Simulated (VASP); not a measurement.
System AlN (space group P6_3/mmc, No. 194); source of the atomic positions: a cell listed in the Materials Project, as set up for an electronic-structure calculation.

Space group P6_3/mmc (No. 194). a = 3.312 Å, b = 3.312 Å, c = 4.188 Å, α = 90.00°, β = 90.00°, γ = 120.00°

| atom | site | symmetry | x | y | z |
| --- | --- | --- | --- | --- | --- |
| Al | 2d | -6m2 | 0.6667 | 0.3333 | 0.2500 |
| N | 2c | -6m2 | 0.6667 | 0.3333 | 0.7500 |

Describe the stacking along c, with columns A (0, 0), B (1/3, 2/3), C (2/3, 1/3) of the hexagonal mesh.

N(B)+Al(C) – Al(B)+N(C) (two layers in 4.19 Å).

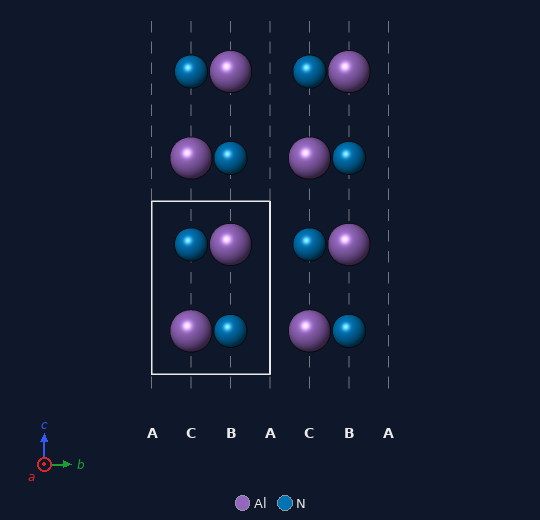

Projection along an edge of the hexagonal mesh, stacking direction c upwards. The dashed lines mark the three columns A (0, 0), B (1/3, 2/3) and C (2/3, 1/3). The sequence starts with the first layer at or above the cell's origin.
